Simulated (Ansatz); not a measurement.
```
Ge
1.0
     5.96947    0.00000    0.00000
     0.00000    5.96947    0.00000
     0.00000    0.00000    7.07301
Ge
12
Direct
  0.08680 0.08680 0.00000
  0.41320 0.58680 0.75000
  0.91320 0.91320 0.50000
  0.58680 0.41320 0.25000
  0.17020 0.37012 0.25196
  0.12988 0.67020 0.00196
  0.82980 0.62988 0.75196
  0.87012 0.32980 0.50196
  0.67020 0.12988 0.99804
  0.62988 0.82980 0.24804
  0.32980 0.87012 0.49804
  0.37012 0.17020 0.74804
```

Space group P4₃2₁2; changed on purpose from its base cell (volume × 1.03, shape and atoms relaxed).

All numbers below come from Ansatz 0.2.0, DFT PBEsol, scalar-relativistic, plane waves, PAW.

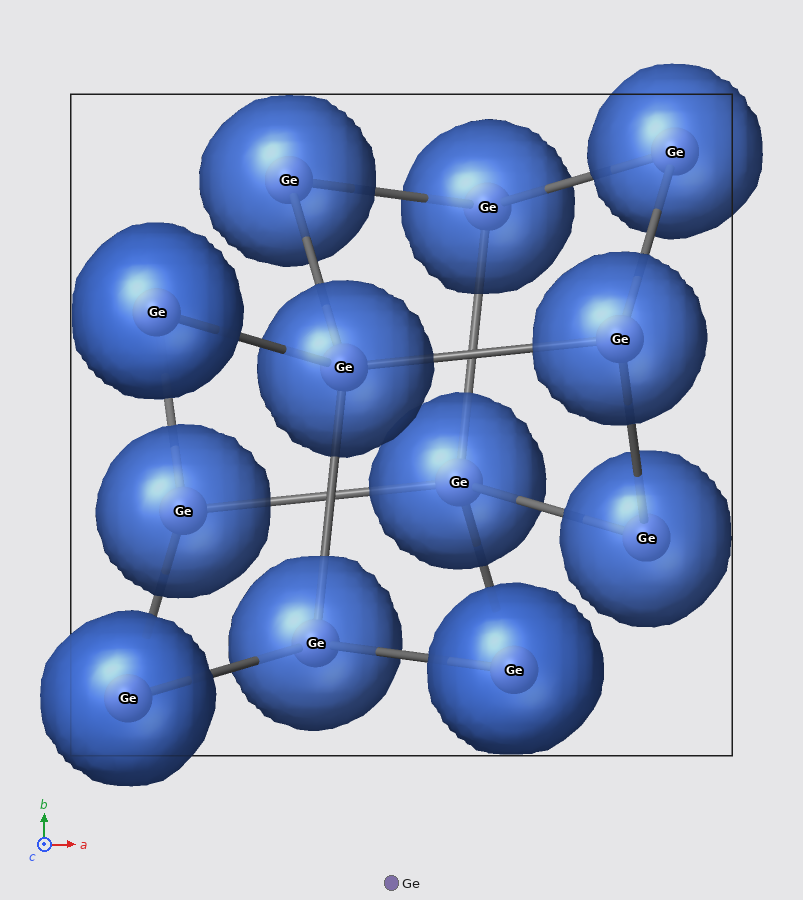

Ge. Isosurface of the valence charge density (pseudo) at 0.8 e/Å³ (blue), seen along the c axis. Sticks mark near contacts.

The density is the valence pseudo-density of a PAW calculation; it isn't the true density close to the nuclei.

### Which contacts does the surface bridge?

At this value the density breaks into separate islands; it holds about 70 % of the electrons treated as valence (semicore included). It bridges none of the near contacts. It is pinched off along the sampled Ge–Ge (2.50 Å) contacts. On the grid the lowest density along these lines, outside the cores, is 0.44 e/Å³ (Ge–Ge, 2.50 Å).
